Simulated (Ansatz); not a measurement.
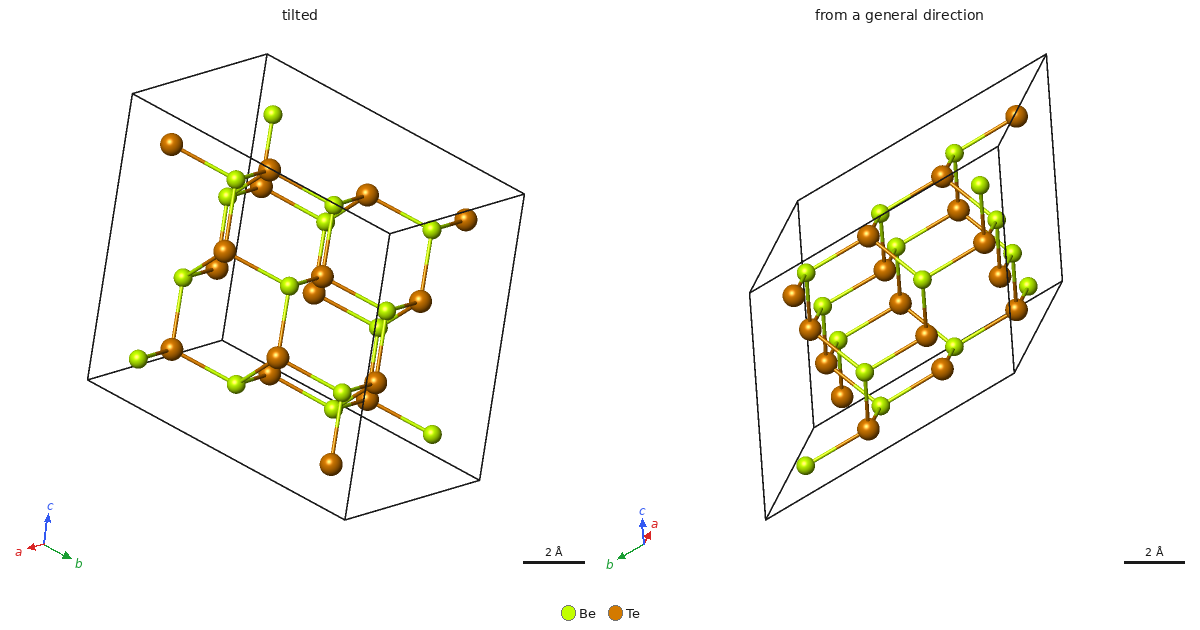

Shown here is a ball-and-stick view of the crystal, taken slightly off an axis and from a general direction. The edges of the supercell are marked. The host is BeTe, in a cell of 32 sites, and the cell is neutral.

**How does this supercell depart from the perfect host?**

A beryllium vacancy. Around the empty site lie four Te at about 2.4 Å.

Setup: Ansatz, DFT PBEsol, scalar-relativistic, plane waves, PAW; plane waves up to 420 eV, k-points on a 2×2×2 grid, Gaussian smearing of 0.01 eV, collinear spins.

**Is the defect magnetic?**

Yes, 0.5 μB in the cell.

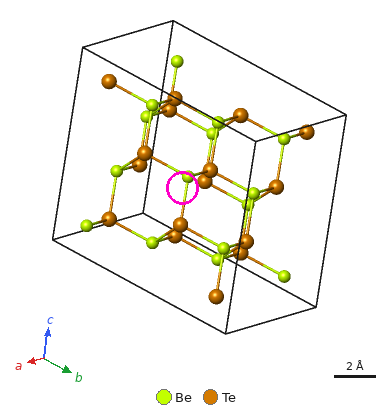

The same cell with a ring at the defect's site.

The atoms were relaxed in the host's cell with DFT PBEsol, scalar-relativistic, plane waves, PAW in Ansatz.
